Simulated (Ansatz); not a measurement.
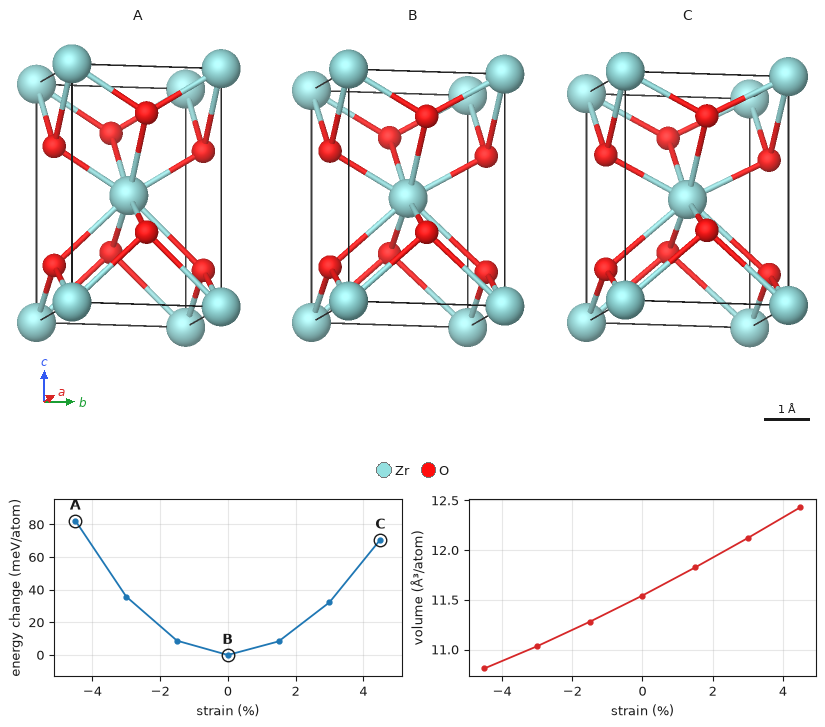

Members of a series of calculations on crystalline ZrO₂ (set up in P4_2/nmc), marked on the first curve. The picture is a ball-and-stick view of the cell of the calculation, seen from a free direction.

All numbers below come from Ansatz, DFT PBE, scalar-relativistic, plane waves, PAW. Settings: plane-wave cutoff 420 eV; k-point mesh 6 × 6 × 4; occupations gaussian; smearing width 0.02 eV; no spin polarisation.

### Describe the series.

Biaxial strain in the a–b plane, c and atoms relaxed. A (strain −4.5 %): energy change 82.4 meV/atom, volume 10.81 Å³ per atom. B (strain 0.0 %): energy change 0.0 meV/atom, volume 11.54 Å³ per atom. C (strain 4.5 %): energy change 70.7 meV/atom, volume 12.43 Å³ per atom. The rest compares A with C. Cell: a = b 3.458 → 3.784 Å (+9.4 %), c 5.424 → 5.210 Å (−4.0 %). Volume +15.0 %. Some distances before and after: O–Zr 2.388 → 2.509 Å, O–Zr 2.031 → 2.120 Å.
